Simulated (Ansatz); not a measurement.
## Two runs on CuO

System: CuO (4 atoms in the cell).
Method of the first run: Kohn-Sham DFT of a periodic cell, PBE, Ansatz PAW, no spin polarisation (Ansatz 0.2.0).

The structure derives from a Materials Project entry. Text and figures count atoms from 1; the logs count them from 0 in places.

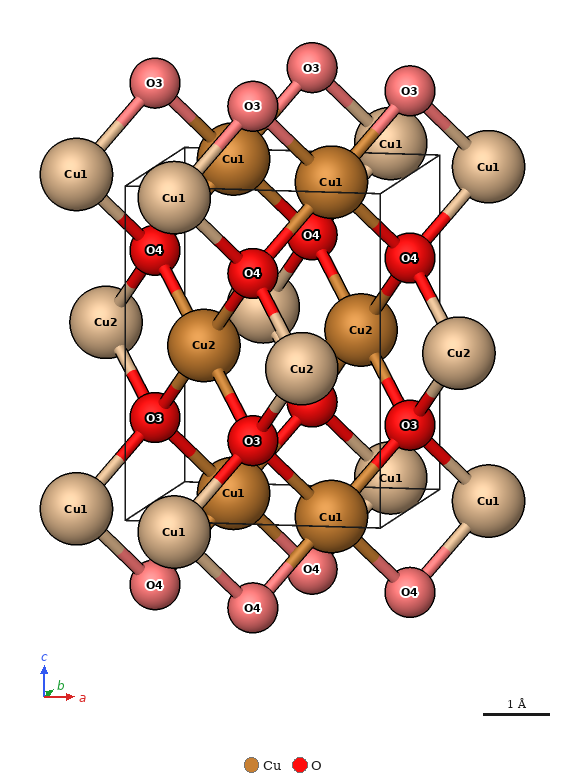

**Figure 1.** The input geometry (ball-and-stick view of the cell 2 times as large as that of the calculation, set on its symmetry axes, seen slightly off an axis; neighbours outside the cell are drawn fainter; atoms are numbered from 1 in the order of the input).

**The input, the first run**
```yaml
crystal:
  lattice:
    - [1.990968, -2.15355, 0.0]
    - [1.990968, 2.15355, 0.0]
    - [0.0, 0.0, 5.155928]
  atoms:
    - { symbol: Cu, position: [0.5, 0.0, 0.0] }
    - { symbol: Cu, position: [0.0, 0.5, 0.5] }
    - { symbol: O, position: [0.5, 0.5, 0.25] }
    - { symbol: O, position: [0.5, 0.5, 0.75] }
hamiltonian:
  xc: pbe
  pseudopotentials: { kind: paw }
kpoints:
  mp_grid: { grid: [9, 9, 5] }
scf:
  occupations: { method: fermi_dirac, width: 0.05 }
output:
  forces: true
  stress: true
  eigenvalues: true
```

Command:
```bash
ansatz run input.yaml --threads 2 --pin off --max-ram 5632MiB --backend cpu --events-out ev --progress --plain --runs-dir out
```

Hardware: 2 threads of Arm Neoverse V2, 24 GiB of memory available, shared host.

**Output, shortened to warnings, some set-up lines, iterations and results (the first run)**
```
Basis set: ecut = 420 eV, 841 PW (Γ), exchange–correlation on 40×40×72 points (8 copies of the dense FFT grid, shifted against one another)
Symmetry: 8 space group operations
k-points: 75 of 405
Initial density: superposition of atomic densities (neutral atoms: chi_scale 0, normalization atom), corrected by the library's trained network
[...]
SCF iter   1: F=—  HF=-14382.564308 eV  |F-HF|=—  |Δ(HF+E_count)|=         —  Δρ=5.85e-3  dr2=4.63e-3  ethr=1.77e-3  ⟨swp⟩=5.7  Hψ=8080  notcnv=0
SCF iter   2: F=—  HF=-14382.563765 eV  |F-HF|=—  |Δ(HF+E_count)|=   5.43e-4  Δρ=1.46e-3  dr2=3.35e-4  ethr=9.25e-6  ⟨swp⟩=2.0  Hψ=4019  notcnv=0
SCF iter   3: F=—  HF=-14382.563695 eV  |F-HF|=—  |Δ(HF+E_count)|=   7.01e-5  Δρ=3.92e-4  dr2=4.59e-5  ethr=6.69e-7  ⟨swp⟩=2.1  Hψ=3505  notcnv=0
SCF iter   4: F=—  HF=-14382.563551 eV  |F-HF|=—  |Δ(HF+E_count)|=   1.44e-4  Δρ=5.10e-4  dr2=6.68e-5  ethr=9.18e-8  ⟨swp⟩=2.0  Hψ=4129  notcnv=0
SCF iter   5: F=—  HF=-14382.563535 eV  |F-HF|=—  |Δ(HF+E_count)|=   1.63e-5  Δρ=1.30e-4  dr2=4.05e-6  ethr=9.18e-8  ⟨swp⟩=2.0  Hψ=2980  notcnv=0
SCF iter   6: F=—  HF=-14382.563534 eV  |F-HF|=—  |Δ(HF+E_count)|=   7.31e-7  Δρ=3.91e-5  dr2=4.36e-7  ethr=8.10e-9  ⟨swp⟩=2.3  Hψ=3102  notcnv=0
SCF iter   7: F=-14382.563534 eV  HF=-14382.563534 eV  |F-HF|=9.94e-9  |Δ(HF+E_count)|=   7.03e-8  Δρ=5.98e-6  dr2=1.02e-8  ethr=2.00e-10  ⟨swp⟩=4.5  Hψ=8118  notcnv=0
SCF 1 converged in 7 iterations: F = -14382.563534 eV  dr2 = 1.02e-8
SCF converged after 7 iterations
Free energy (F): -14382.563534 eV
Harris-Foulkes:  -14382.563534 eV  (|F-HF|=9.94e-9)
Internal energy: -14382.544080 eV  (E = F + TS)
E sigma→0 (E₀):  -14382.553807 eV
Entropy (-TS):   -0.019455 eV (-4.864 meV/atom)
Fermi energy:    10.886627 eV
--- Per-component energies (eV) ---
  E_band       = -924.978741
  E_kinetic    = 941.548798
  E_local      = -10139.760051  (includes V_loc(G=0)·N_el)
  E_nonlocal   = 876.017213
  E_hartree    = 4389.364118
  E_xc         = -323.463440
  E_vxc        = -415.159216  (∫ρ·V_xc dr)
  E_paw        = -3637.352509  (= ΣΔE_a)
  E_vpaw       = -966.348206  (= ΣTr[D̂ρ^β])
  E_aug_tail   = 0.005607  (compensation charges beyond the density's cutoff)
  E_ewald      = -6488.903815
  E_smearing   = -0.019455  (= −TS)
  E_closure    = 0.000000  (closes the sum)
  Σ components = -14382.563534   (vs F -14382.563534, Δ=0.00e0)
--- Forces (eV/Å), atoms counted from 1 ---
  atom   1  Cu     0.00000000    -0.00000000     0.00000000
  atom   2  Cu     0.00000000     0.00000000     0.00000000
  atom   3  O      0.00000000     0.00000000    -0.00000000
  atom   4  O      0.00000000     0.00000000     0.00000000
  max |Σ_I F_I| component: 9.47e-30 eV/Å
--- Stress (GPa, compression-positive) ---
        2.123441      -0.000000       0.000000
       -0.000000       0.998303       0.000000
        0.000000       0.000000       1.148405
  P = ⅓ Tr σ = 1.4234 GPa (14.234 kbar)
```

The input of the second run differs as follows (lines with − go, lines with + come):
```diff
-  pseudopotentials: { kind: paw }
+  pseudopotentials: { kind: nc, accuracy: standard }
```

Predict how the results change.

The total energies belong to different models, so their difference says nothing on which is more stable or more accurate. The pressure goes from 1.42 to 1.21 GPa. The SCF takes 8 iterations against 7. The plane waves at Γ go from 841 to 4471. On the same kind of shared host the second run took about 3.9 times as long. The two runs start from different initial densities, which also moves the count.

**Output, shortened to warnings, some set-up lines, iterations and results (the second run)**
```
Basis set: ecut = 1251.723767 eV, 4471 PW (Γ), exchange–correlation on 72×72×120 points (8 copies of the dense FFT grid, shifted against one another)
Symmetry: 8 space group operations
k-points: 75 of 405
Initial density: superposition of atomic densities (chi_scale 0.1, normalization cell, long waves kept (reshape's long-wave potential 0.00 eV rms))
[...]
SCF iter   1: F=—  HF=-11217.295707 eV  |F-HF|=—  |Δ(HF+E_count)|=         —  Δρ=9.78e-2  dr2=7.65e-1  ethr=3.10e-3  ⟨swp⟩=5.8  Hψ=8487  notcnv=0
SCF iter   2: F=—  HF=-11217.139269 eV  |F-HF|=—  |Δ(HF+E_count)|=   1.56e-1  Δρ=4.84e-2  dr2=1.72e-1  ethr=1.53e-3  ⟨swp⟩=3.0  Hψ=4932  notcnv=0
SCF iter   3: F=—  HF=-11217.114406 eV  |F-HF|=—  |Δ(HF+E_count)|=   2.49e-2  Δρ=1.95e-2  dr2=3.14e-2  ethr=3.43e-4  ⟨swp⟩=2.0  Hψ=2557  notcnv=0
SCF iter   4: F=—  HF=-11217.115433 eV  |F-HF|=—  |Δ(HF+E_count)|=   1.03e-3  Δρ=2.40e-3  dr2=1.66e-3  ethr=6.27e-5  ⟨swp⟩=3.0  Hψ=4328  notcnv=0
SCF iter   5: F=—  HF=-11217.116413 eV  |F-HF|=—  |Δ(HF+E_count)|=   9.80e-4  Δρ=1.02e-3  dr2=2.53e-4  ethr=3.31e-6  ⟨swp⟩=2.1  Hψ=3241  notcnv=0
SCF iter   6: F=—  HF=-11217.116596 eV  |F-HF|=—  |Δ(HF+E_count)|=   1.83e-4  Δρ=2.84e-4  dr2=3.51e-5  ethr=5.06e-7  ⟨swp⟩=2.3  Hψ=3521  notcnv=0
SCF iter   7: F=—  HF=-11217.116640 eV  |F-HF|=—  |Δ(HF+E_count)|=   4.34e-5  Δρ=7.08e-5  dr2=7.68e-7  ethr=7.03e-8  ⟨swp⟩=2.0  Hψ=3468  notcnv=0
SCF iter   8: F=-11217.116641 eV  HF=-11217.116640 eV  |F-HF|=6.64e-8  |Δ(HF+E_count)|=   7.01e-7  Δρ=1.89e-5  dr2=8.81e-8  ethr=2.00e-10  ⟨swp⟩=6.6  Hψ=10039  notcnv=0
SCF 1 converged in 8 iterations: F = -11217.116641 eV  dr2 = 8.81e-8
SCF converged after 8 iterations
Free energy (F): -11217.116641 eV
Harris-Foulkes:  -11217.116640 eV  (|F-HF|=6.64e-8)
Internal energy: -11217.097172 eV  (E = F + TS)
E sigma→0 (E₀):  -11217.106906 eV
Entropy (-TS):   -0.019468 eV (-4.867 meV/atom)
Fermi energy:    11.207365 eV
--- Per-component energies (eV) ---
  E_band       = -907.748668
  E_kinetic    = 5339.615545
  E_local      = -10503.863478  (includes V_loc(G=0)·N_el)
  E_nonlocal   = -1959.547574
  E_hartree    = 3889.295292
  E_xc         = -1493.693142
  E_vxc        = -1562.558085  (∫ρ·V_xc dr)
  E_ewald      = -6488.903815
  E_smearing   = -0.019468  (= −TS)
  E_closure    = -0.000000  (closes the sum)
  Σ components = -11217.116641   (vs F -11217.116641, Δ=0.00e0)
--- Forces (eV/Å), atoms counted from 1 ---
  atom   1  Cu     0.00000000     0.00000000     0.00000000
  atom   2  Cu    -0.00000000    -0.00000000     0.00000000
  atom   3  O      0.00000000     0.00000000    -0.00000000
  atom   4  O      0.00000000     0.00000000     0.00000000
  max |Σ_I F_I| component: 2.02e-28 eV/Å
--- Stress (GPa, compression-positive) ---
        1.989690      -0.000000       0.000000
       -0.000000       0.764058       0.000000
        0.000000       0.000000       0.889986
  P = ⅓ Tr σ = 1.2146 GPa (12.146 kbar)
```

**The two runs side by side**

```tsv
quantity	the first run	the second run
outcome	converged	converged
free energy per atom (eV)	−3595.6409	−2804.2792
energy per atom, smearing taken to zero (eV)	−3595.6385	−2804.2767
gap on the mesh (eV)	0.00	0.00
pressure (GPa)	1.42	1.21
largest force (eV/Å)	0.000	0.000
SCF iterations	7	8
irreducible k-points	75	75
plane waves at Γ	841	4471
wall time (shared host)	2.1 s	8.2 s
```

For both runs: The run has no spin polarisation, so a magnetic state may lie lower.
